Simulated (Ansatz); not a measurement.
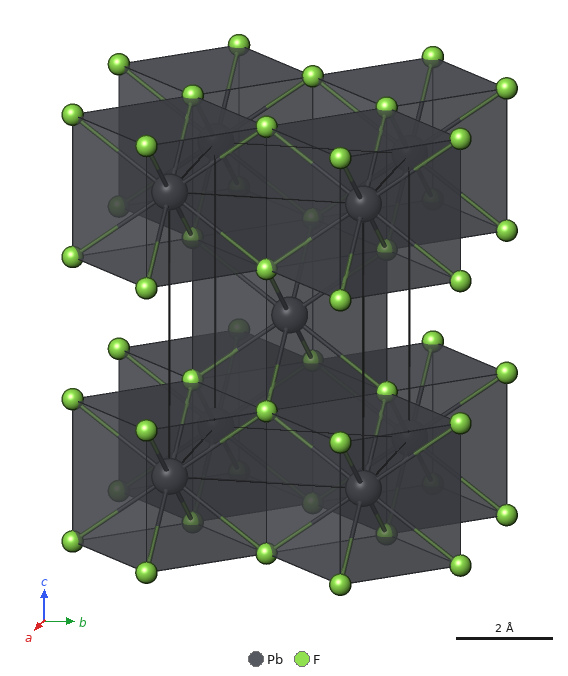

We look at a polyhedral model of the crystal slightly off an axis. One conventional unit cell is framed, with atoms on its boundary repeated. A few atoms beyond the faces are included.

PbF₂, space group I4/mmm (No. 139), a = 4.187 Å, b = 4.187 Å, c = 6.189 Å, α = 90.00°, β = 90.00°, γ = 90.00°. Starting structure: a structure type filled with these elements by a generator (whether the compound takes this form wasn't checked). The cell was then strained or its atoms displaced on purpose. It was run through Ansatz as a DFT input.

This one geometry was computed with Ansatz (DFT, plane waves, PAW) at three levels of theory: r2SCAN, HSE06 and PBE. It was relaxed with r2SCAN and then strained.

> Which level gives the highest pressure at this volume, and what does that say about its equilibrium volume?

Highest: PBE (-0.3 GPa), which points to the largest equilibrium volume. Lowest, with the smallest volume: r2SCAN (-3.1 GPa). Levels within 0.5 GPa of each other can't be told apart.

> How does the band gap change with the level of theory?

PBE: a gap of 4.31 eV, indirect; r2SCAN: a gap of 4.82 eV, indirect; HSE06: a gap of 5.63 eV, indirect.

> Collect the results in a table.

| level | cutoff (eV) | k-mesh of the run's cell | gap (eV) | pressure (GPa) |
| --- | --- | --- | --- | --- |
| r2SCAN | 500 | 8×8×8 | 4.82 | -3.1 |
| HSE06 | 420 | 6×6×6 | 5.63 | -1.9 |
| PBE | 420 | 8×8×8 | 4.31 | -0.3 |

Gaps are taken on the k-mesh or band path of each run.
